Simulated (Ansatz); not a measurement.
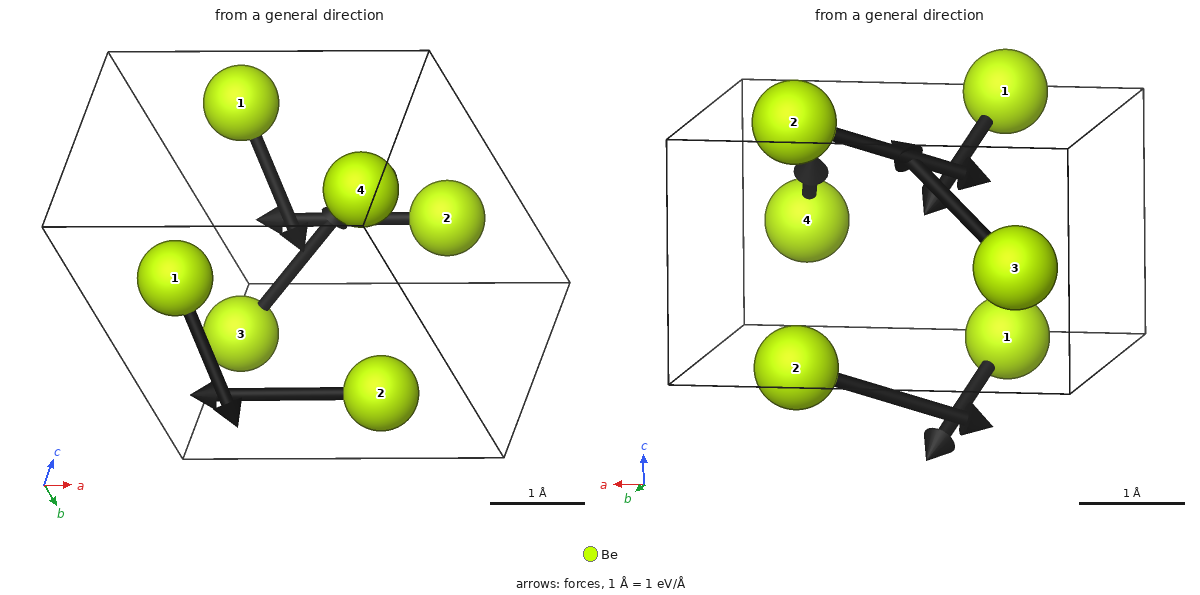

The image is a spheres-only drawing of a crystal, viewed from two general directions. One simulation cell is framed, with atoms on its boundary repeated. The arrows are the computed forces on the atoms.

System: Be. Setup: DFT PBEsol, scalar-relativistic, plane waves, PAW in Ansatz; plane waves up to 420 eV, a 10×10×16 sampling of the Brillouin zone, Gaussian smearing of 0.1 eV, no spin polarisation.

Question: Are the forces small enough to call this converged?

Answer: No. The atoms still feel forces of up to about 1.7 eV/Å, far above a usual threshold of 0.01 to 0.03 eV/Å.

The cell started as a structure listed in the Materials Project. The cell was then strained or its atoms displaced on purpose. A calculation with Ansatz used it as input.
